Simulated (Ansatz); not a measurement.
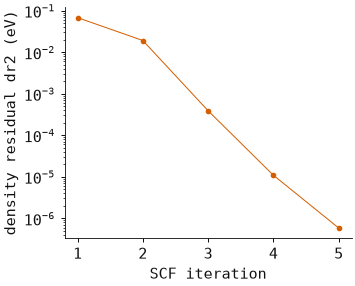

The plot shows the SCF iterations of a calculation: density residual dr2. The starting density is a sum of atomic densities corrected by a trained network.

- system: Mo (P1, 8 atoms in the cell)
- method: Ansatz 0.2.0, DFT PBE, scalar-relativistic, plane waves, PAW; cutoff 420 eV, 12×12×12 k-mesh, Gaussian smearing of 0.15 eV

Q: How did this run end?

A: It was still iterating, at step 5, when the time limit ended it. The residual is still falling at the last step (down to 6 × 10⁻⁷).
